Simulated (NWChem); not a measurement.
# One shape, several levels: C3H6O (acetone)

We compute a comparison of 4 runs (B3LYP/cc-pVDZ, BHLYP/cc-pVDZ, CAM-B3LYP/cc-pVDZ, M06-2X/cc-pVDZ) of C3H6O (acetone). 

The results are computed with NWChem 7.3.0.

## 1. The system as given

C3H6O: 10 atoms, total charge 0, spin state singlet. As SMILES, `CC(C)=O`. Geometry: relaxed at PBE0-D4/def2-TZVP.

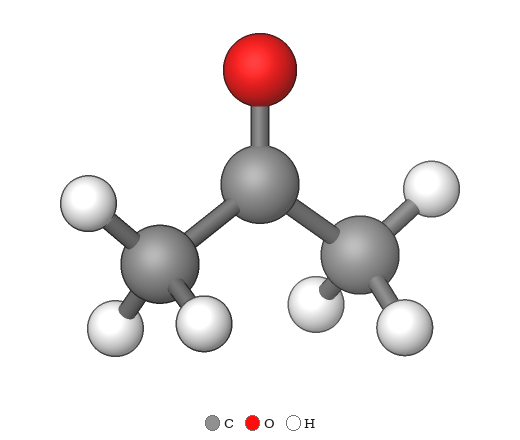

The structure, seen from a chosen angle (carbon grey, oxygen red, hydrogen white).

## 2. Energy and forces at B3LYP/cc-pVDZ (run 1)

Input file geom.xyz:

```xyz
10
C3H6O gradient
C     -0.763500     0.843700    -0.605500
C      0.498000     0.046700    -0.400600
C      0.525100    -0.866200     0.797100
O      1.435000     0.134800    -1.154100
H     -1.637300     0.186500    -0.611300
H     -0.898500     1.540800     0.227000
H     -0.707800     1.399400    -1.539600
H     -0.233900    -1.646100     0.683600
H      1.506700    -1.325600     0.895800
H      0.276100    -0.314000     1.707400
```

Input file run.py:

```python
from ase.io import read
from ase.calculators.nwchem import NWChem

system = read('geom.xyz')

calc = NWChem(
    label='geom',
    theory='dft',
    memory='2200 mb',
    basis='cc-pVDZ',
    basispar='spherical bse',
    dft={'xc': 'b3lyp', 'mult': '1', 'grid': 'xfine', 'convergence': 'energy 1e-08', 'iterations': '100', 'mulliken': None},
)
system.calc = calc

forces = system.get_forces()
print(f"energy = {system.get_potential_energy():.6f} eV")
print("forces (eV/A):")
for s, f in zip(system.symbols, forces):
    print(f"{s:2s} {f[0]:10.5f} {f[1]:10.5f} {f[2]:10.5f}")
print("dipole (e A):", system.get_dipole_moment().round(4))
```

Started as:

```
$ export ASE_NWCHEM_COMMAND="nwchem PREFIX.nwi > PREFIX.nwo"
$ python run.py
```

Standard output:

```text
energy = -5256.249356 eV
forces (eV/A):
C    -0.03466    0.00159    0.00442
C    -0.29588   -0.02787    0.23865
C    -0.01342   -0.00427    0.03322
O     0.67096    0.06279   -0.53962
H    -0.28256   -0.17766   -0.00591
H    -0.06325    0.22019    0.24112
H     0.01656    0.17124   -0.28118
H    -0.22261   -0.24693   -0.01090
H     0.29768   -0.14295    0.02921
H    -0.07281    0.14393    0.29105
dipole (e A): [-0.4369 -0.041   0.3515]
```

The calculator wrote geom.nwi:

```
title "geom"

permanent_dir geom

scratch_dir geom

start geom

geometry units angstrom nocenter noautosym noautoz
  C  -7.6349999999999996e-01 8.4370000000000001e-01 -6.0550000000000004e-01
  C  4.9800000000000000e-01 4.6699999999999998e-02 -4.0060000000000001e-01
  C  5.2510000000000001e-01 -8.6619999999999997e-01 7.9710000000000003e-01
  O  1.4350000000000001e+00 1.3480000000000000e-01 -1.1540999999999999e+00
  H  -1.6373000000000000e+00 1.8650000000000000e-01 -6.1129999999999995e-01
  H  -8.9849999999999997e-01 1.5407999999999999e+00 2.2700000000000001e-01
  H  -7.0779999999999998e-01 1.3994000000000000e+00 -1.5396000000000001e+00
  H  -2.3390000000000000e-01 -1.6460999999999999e+00 6.8359999999999999e-01
  H  1.5066999999999999e+00 -1.3255999999999999e+00 8.9580000000000004e-01
  H  2.7610000000000001e-01 -3.1400000000000000e-01 1.7074000000000000e+00
end

memory 2200 mb

basis spherical bse noprint
   * library cc-pVDZ
end

dft
  xc b3lyp
  mult 1
  grid xfine
  convergence energy 1e-08
  iterations 100
  mulliken
end

task dft gradient
```

geom.nwo:

```text
Northwest Computational Chemistry Package (NWChem) 7.3.0
             --------------------------------------------------------

           Job information
           ---------------

    nwchem branch   = 7.3.0
    use scalapack   = T
    input           = geom.nwi
    prefix          = geom.
    data base       = geom/geom.db
    status          = startup
    nproc           =        1

           Memory information
           ------------------

    heap     =     72089594 doubles =      550.0 Mbytes
    stack    =     72089599 doubles =      550.0 Mbytes
    global   =    144179200 doubles =     1100.0 Mbytes (distinct from heap & stack)
    total    =    288358393 doubles =     2200.0 Mbytes
    verify   = yes
    hardfail = no

           Directory information
           ---------------------

  0 permanent = geom
  0 scratch   = geom

                                NWChem Input Module
                                -------------------

                                       geom
                                       ----

[... 96 lines left out ...]
  convergence criterion.
[... 17 lines left out ...]
          Convergence on gradient requested:  5.00D-04
[... 26 lines left out ...]
          Convergence aids based upon iterative change in
[... 28 lines left out ...]
 1-e energy   =    -494.699280
[... 50 lines left out ...]
         Total DFT energy =     -193.163602593071
[... 2 lines left out ...]
    Exchange-Corr. energy =      -27.126088334432
[... 669 lines left out ...]
          Convergence on energy requested:  1.00D-08
[... 24 lines left out ...]
          Spatial weights used:  Erf1
[... 4 lines left out ...]
          total energy or number of iterations.
[... 18 lines left out ...]
                            NWChem DFT Gradient Module
                            --------------------------

                                       geom

  charge          =   0.00
  wavefunction    = closed shell

                         DFT ENERGY GRADIENTS

    atom               coordinates                        gradient
                 x          y          z           x          y          z
   1 C      -1.442806   1.594362  -1.144229    0.000674  -0.000031  -0.000086
   2 C       0.941084   0.088250  -0.757024    0.005754   0.000542  -0.004641
   3 C       0.992295  -1.636881   1.506301    0.000261   0.000083  -0.000646
[... 6 lines of this table left out ...]
  10 H       0.521753  -0.593374   3.226518    0.001416  -0.002799  -0.005660

                 ----------------------------------------
                 |  Time  |  1-e(secs)   |  2-e(secs)   |
                 ----------------------------------------
                 |  CPU   |       0.01   |       2.36   |
                 ----------------------------------------
                 |  WALL  |       0.01   |       2.36   |
                 ----------------------------------------

 Task  times  cpu:       50.8s     wall:       50.8s
 Total times  cpu:       50.8s     wall:       50.8s
```

Run time: 52 s. Hardware: 1 thread of Intel Xeon Platinum 8488C (Sapphire Rapids), shared host; peak memory 0.14 GiB.

## 3. Energy and gradient at BHLYP/cc-pVDZ (run 2)

Input file c3h6o.nw:

```
start c3h6o
title "C3H6O"
memory stack 880 mb heap 220 mb global 1100 mb

geometry units angstroms noautosym nocenter noautoz
  C    -0.763500    0.843700   -0.605500
  C     0.498000    0.046700   -0.400600
  C     0.525100   -0.866200    0.797100
  O     1.435000    0.134800   -1.154100
  H    -1.637300    0.186500   -0.611300
  H    -0.898500    1.540800    0.227000
  H    -0.707800    1.399400   -1.539600
  H    -0.233900   -1.646100    0.683600
  H     1.506700   -1.325600    0.895800
  H     0.276100   -0.314000    1.707400
end

basis spherical bse
  * library cc-pVDZ
end

dft
  xc bhlyp
  grid xfine
  convergence energy 1e-08
  maxiter 100
  mulliken
  noprint "final vectors analysis"
end

task dft gradient
```

Started as:

```
$ nwchem c3h6o.nw > c3h6o.out
```

Standard output:

```text
[...]
          Wavefunction type:  closed shell.
          No. of atoms     :    10
          No. of electrons :    32
[...]
          Charge           :     0
          Spin multiplicity:     1
[...]
          AO basis - number of functions:    86
[...]
              XC Information
              --------------
                        BHLYP Method XC Functional
                     Hartree-Fock (Exact) Exchange  0.500
                        Slater Exchange Functional  0.500 local
                    Becke 1988 Exchange Functional  0.500 non-local
              Lee-Yang-Parr Correlation Functional  1.000
[...]
 d= 0,ls=0.0,diis     1   -192.9480092656 -3.13D+02  1.57D-02  7.71D-01     4.8
[...]
 d= 0,ls=0.0,diis     8   -193.0480507430 -1.66D-10  4.44D-06  4.48D-07    34.0
         Total DFT energy =     -193.048050742992
      One electron energy =     -498.323131239740
           Coulomb energy =      212.376205800141
    Exchange-Corr. energy =      -27.019847592789
 Nuclear repulsion energy =      119.918722289396
[...]
      Total Density - Mulliken Population Analysis
     ---------------------------------------------
    Atom       Charge   Shell Charges
 -----------   ------   -------------------------------------------------------
    1 C    6     6.02   2.01  0.66  0.33  2.12  0.85  0.04
    2 C    6     5.99   2.01  0.71  0.47  1.95  0.67  0.18
    3 C    6     6.02   2.01  0.66  0.33  2.12  0.85  0.04
    4 O    8     8.24   2.01  0.86  0.88  2.81  1.67  0.02
    5 H    1     0.96   0.74  0.18  0.03
    6 H    1     0.95   0.74  0.18  0.03
    7 H    1     0.95   0.74  0.18  0.03
    8 H    1     0.95   0.74  0.18  0.03
    9 H    1     0.95   0.74  0.18  0.03
   10 H    1     0.96   0.74  0.18  0.03
[...]
  wavefunction    = closed shell
                         DFT ENERGY GRADIENTS
    atom               coordinates                        gradient
                 x          y          z           x          y          z
   1 C      -1.442806   1.594362  -1.144229   -0.000160   0.000194  -0.000324
   2 C       0.941084   0.088250  -0.757024   -0.006379  -0.000598   0.005115
   3 C       0.992295  -1.636881   1.506301    0.000345  -0.000218   0.000192
   4 O       2.711757   0.254735  -2.180933    0.006475   0.000615  -0.005205
   5 H      -3.094048   0.352434  -1.155189    0.000600   0.000534   0.000259
   6 H      -1.697919   2.911690   0.428968   -0.000020  -0.000637  -0.000500
   7 H      -1.337548   2.644483  -2.909422   -0.000302  -0.000342   0.000788
   8 H      -0.442007  -3.110678   1.291817    0.000406   0.000679   0.000184
   9 H       2.847250  -2.505021   1.692817   -0.000901   0.000248   0.000161
  10 H       0.521753  -0.593374   3.226518   -0.000064  -0.000474  -0.000669
[...]
```

Run time: 43 s. Hardware: 1 thread of Intel Xeon Platinum 8488C (Sapphire Rapids), shared host; peak memory 0.15 GiB.

## 4. Energy and gradient at CAM-B3LYP/cc-pVDZ (run 3)

Input file run.nw:

```
start run
title "C3H6O CAM-B3LYP"
memory stack 880 mb heap 220 mb global 1100 mb
charge 0
geometry noautosym nocenter noautoz
  C    -0.763500    0.843700   -0.605500
  C     0.498000    0.046700   -0.400600
  C     0.525100   -0.866200    0.797100
  O     1.435000    0.134800   -1.154100
  H    -1.637300    0.186500   -0.611300
  H    -0.898500    1.540800    0.227000
  H    -0.707800    1.399400   -1.539600
  H    -0.233900   -1.646100    0.683600
  H     1.506700   -1.325600    0.895800
  H     0.276100   -0.314000    1.707400
end
basis spherical bse
  * library cc-pVDZ
end
dft
  xc xcamb88 1.00 lyp 0.81 vwn_5 0.19 hfexch 1.00
  cam 0.33 cam_alpha 0.19 cam_beta 0.46
  grid xfine
  convergence energy 1e-08
  direct
  iterations 100
  mulliken
  noprint "final vectors analysis"
end
task dft gradient
```

Started as:

```
$ nwchem run.nw > run.out
```

Standard output:

```text
[...]
          Wavefunction type:  closed shell.
          No. of atoms     :    10
          No. of electrons :    32
[...]
          Charge           :     0
          Spin multiplicity:     1
[...]
          AO basis - number of functions:    86
[...]
              XC Information
              --------------
                     Hartree-Fock (Exact) Exchange  1.000
                   CAM-Becke88 Exchange Functional  1.000
                      VWN V Correlation Functional  0.190 local
              Lee-Yang-Parr Correlation Functional  0.810
[...]
 d= 0,ls=0.0,diis     1   -192.9550879726 -3.13D+02  1.81D-02  8.75D-01     7.2
[...]
 d= 0,ls=0.0,diis     8   -193.0625483353 -1.13D-09  4.43D-06  4.37D-07    55.0
         Total DFT energy =     -193.062548335271
      One electron energy =     -498.376762869286
           Coulomb energy =      212.410739247642
    Exchange-Corr. energy =      -27.015247003023
 Nuclear repulsion energy =      119.918722289396
[...]
      Total Density - Mulliken Population Analysis
     ---------------------------------------------
    Atom       Charge   Shell Charges
 -----------   ------   -------------------------------------------------------
    1 C    6     6.01   2.01  0.66  0.32  2.15  0.83  0.04
    2 C    6     6.04   2.01  0.70  0.47  1.99  0.70  0.17
    3 C    6     6.01   2.01  0.66  0.32  2.15  0.83  0.04
    4 O    8     8.18   2.01  0.85  0.85  2.83  1.62  0.02
    5 H    1     0.96   0.73  0.20  0.03
    6 H    1     0.95   0.73  0.19  0.03
    7 H    1     0.96   0.74  0.20  0.03
    8 H    1     0.95   0.73  0.19  0.03
    9 H    1     0.96   0.74  0.20  0.03
   10 H    1     0.96   0.73  0.20  0.03
[...]
  wavefunction    = closed shell
[...]
                         DFT ENERGY GRADIENTS
    atom               coordinates                        gradient
                 x          y          z           x          y          z
   1 C      -1.442806   1.594362  -1.144229   -0.001125   0.001197  -0.000779
   2 C       0.941084   0.088250  -0.757024    0.002281   0.000216  -0.001848
   3 C       0.992295  -1.636881   1.506301    0.000700  -0.001275   0.001140
   4 O       2.711757   0.254735  -2.180933   -0.005773  -0.000537   0.004644
   5 H      -3.094048   0.352434  -1.155189    0.004358   0.003116   0.000175
   6 H      -1.697919   2.911690   0.428968    0.000724  -0.003506  -0.003912
   7 H      -1.337548   2.644483  -2.909422   -0.000636  -0.002748   0.004831
   8 H      -0.442007  -3.110678   1.291817    0.003556   0.003908   0.000464
   9 H       2.847250  -2.505021   1.692817   -0.005170   0.002227  -0.000177
  10 H       0.521753  -0.593374   3.226518    0.001085  -0.002597  -0.004537
[...]
```

It took 78 s on 1 thread of Intel Xeon Platinum 8488C (Sapphire Rapids), shared host; peak memory 0.14 GiB.

## 5. Energy and gradient at M06-2X/cc-pVDZ (run 4)

Input file geom.nw:

```
start geom
memory stack 880 mb heap 220 mb global 1100 mb
charge 0
geometry units atomic noautosym nocenter noautoz
C     -1.44280590     1.59436193    -1.14422917
C      0.94108361     0.08825021    -0.75702429
C      0.99229519    -1.63688077     1.50630069
O      2.71175699     0.25473508    -2.18093292
H     -3.09404858     0.35243392    -1.15518958
H     -1.69791892     2.91169001     0.42896783
H     -1.33754815     2.64448274    -2.90942234
H     -0.44200694    -3.11067817     1.29181678
H      2.84725035    -2.50502095     1.69281666
H      0.52175338    -0.59337400     3.22651839
end
basis spherical bse
* library cc-pVDZ
end
dft
xc m06-2x
grid xfine
convergence energy 1e-08
maxiter 100
mulliken
noprint "final vectors analysis"
end
task dft gradient
```

Started as:

```
$ nwchem geom.nw > geom.out
```

Standard output:

```text
[...]
          Wavefunction type:  closed shell.
          No. of atoms     :    10
          No. of electrons :    32
[...]
          Charge           :     0
          Spin multiplicity:     1
[...]
          AO basis - number of functions:    86
[...]
              XC Information
              --------------
                       M06-2X Method XC Functional
                     Hartree-Fock (Exact) Exchange  0.540
                        M06-2X Exchange Functional  1.000
                      M06-2X Correlation Potential  1.000
[...]
 d= 0,ls=0.0,diis     1   -192.9700773943 -3.13D+02  1.71D-02  7.92D-01     6.2
[...]
 d= 0,ls=0.0,diis    10   -193.0735736897 -1.74D-09  5.02D-07  1.05D-09    56.6
         Total DFT energy =     -193.073573689667
      One electron energy =     -498.278650560295
           Coulomb energy =      212.310340291286
    Exchange-Corr. energy =      -27.023977092194
 Nuclear repulsion energy =      119.918713671535
[...]
      Total Density - Mulliken Population Analysis
     ---------------------------------------------
    Atom       Charge   Shell Charges
 -----------   ------   -------------------------------------------------------
    1 C    6     6.06   2.01  0.66  0.35  2.13  0.88  0.03
    2 C    6     6.03   2.01  0.70  0.47  1.96  0.70  0.17
    3 C    6     6.06   2.01  0.66  0.35  2.13  0.88  0.03
    4 O    8     8.21   2.01  0.86  0.88  2.80  1.65  0.02
    5 H    1     0.94   0.74  0.18  0.03
    6 H    1     0.94   0.74  0.17  0.03
    7 H    1     0.94   0.74  0.17  0.03
    8 H    1     0.94   0.74  0.17  0.03
    9 H    1     0.94   0.74  0.17  0.03
   10 H    1     0.94   0.74  0.18  0.03
[...]
  wavefunction    = closed shell
                         DFT ENERGY GRADIENTS
    atom               coordinates                        gradient
                 x          y          z           x          y          z
   1 C      -1.442806   1.594362  -1.144229    0.000833  -0.000097  -0.000445
   2 C       0.941084   0.088250  -0.757024    0.000231   0.000024  -0.000199
   3 C       0.992295  -1.636881   1.506301    0.000635   0.000195  -0.000718
   4 O       2.711757   0.254735  -2.180933   -0.004257  -0.000395   0.003424
   5 H      -3.094049   0.352434  -1.155190    0.003542   0.003107   0.000099
   6 H      -1.697919   2.911690   0.428968    0.000258  -0.002925  -0.003615
   7 H      -1.337548   2.644483  -2.909422   -0.000810  -0.002314   0.004316
   8 H      -0.442007  -3.110678   1.291817    0.003235   0.003253   0.000800
   9 H       2.847250  -2.505021   1.692817   -0.004657   0.001824   0.000065
  10 H       0.521753  -0.593374   3.226518    0.000989  -0.002673  -0.003726
[...]
```

Wall time 71 s (1 thread of Intel Xeon Platinum 8488C (Sapphire Rapids), shared host); peak memory 0.14 GiB.

## 6. Overview of the runs

| run | level | energy (Eh) | dipole moment (D) | largest force (eV/Å) | wall time |
| --- | --- | --- | --- | --- | --- |
| 1 | B3LYP/cc-pVDZ | -193.163603 | 2.70 | 0.863 | 52 s |
| 2 | BHLYP/cc-pVDZ | -193.048051 | 2.90 | 0.428 | 43 s |
| 3 | CAM-B3LYP/cc-pVDZ | -193.062548 | 2.76 | 0.382 | 78 s |
| 4 | M06-2X/cc-pVDZ | -193.073574 | 2.77 | 0.282 | 71 s |

## 7. What came out

| quantity | value |
| --- | --- |
| run 4: total energy | -193.07357 Eh |
| run 4: dipole moment | 2.77 D |
| run 4: largest force on an atom | 0.282 eV/Å |

In words: The dipole moment (its size) runs from 2.70 D (B3LYP/cc-pVDZ) to 2.90 D (BHLYP/cc-pVDZ). Totals of different functionals can't be ranked against each other. All runs together took 4.1 min, the longest 78 s.
